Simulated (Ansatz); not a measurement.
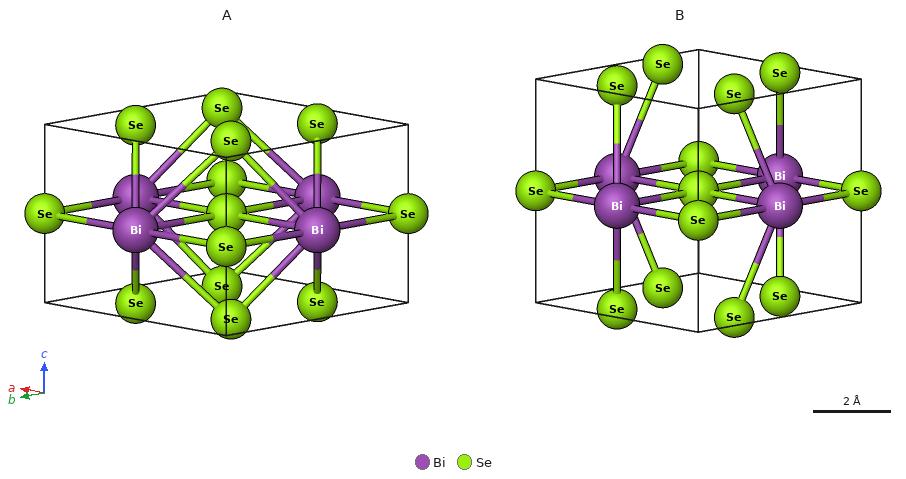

Two geometries of crystalline BiSe3 (a generated structure, set up in P4/mbm) (coarse preliminary run), drawn at one scale. One is the start of a relaxation, the other its converged end. The picture is a ball-and-stick view of the cell of the calculation, seen from a free direction.

All numbers below come from Ansatz, DFT PBE, scalar-relativistic, plane waves, PAW. Settings: plane-wave cutoff 420 eV; k-point mesh 4 × 4 × 4; occupations gaussian; smearing width 0.1 eV; no spin polarisation; cell and atoms relaxed; force threshold 0.04 eV/Å; at most 70 steps.

Which geometry has the lower energy?

Structure B is the relaxed one. The largest moves relative to the cell, 0.83 Å, are those of Se atoms. Bi stays in place. The volume changes by +0.6 %, with a = b 6.709 → 6.007 Å (−10.5 %), c 4.729 → 5.933 Å (+25.4 %). Some distances before and after: Se–Se 4.506 → 2.372 Å, Bi–Se 3.435 → 4.263 Å, Se–Se 3.351 → 3.767 Å, Bi–Se 3.354 → 3.004 Å. New bonds form, among them: Se–Se (4.51 → 2.37 Å). Among the angles between lasting bonds that change: Se–Bi–Se 92.8° → 136.4°, Bi–Se–Bi 92.8° → 136.4°. The space group stays P4/mbm (No. 127). Over 15 accepted moves (19 points after the start) the energy falls by 343 meV per atom. The largest force component goes from 0.32 to 0.0031 eV/Å. Pressure: −5.90 GPa at the start and −0.04 GPa at the end. The line search rejected the trial steps at points 9, 12 of the run. At 2 points the geometry stayed and the basis and grid were re-selected for the new cell (energy shift of 7.0 meV per atom at most each time). The run took 15 min on 1 thread of Arm Neoverse N1 (shared host), peak memory 0.59 GiB.
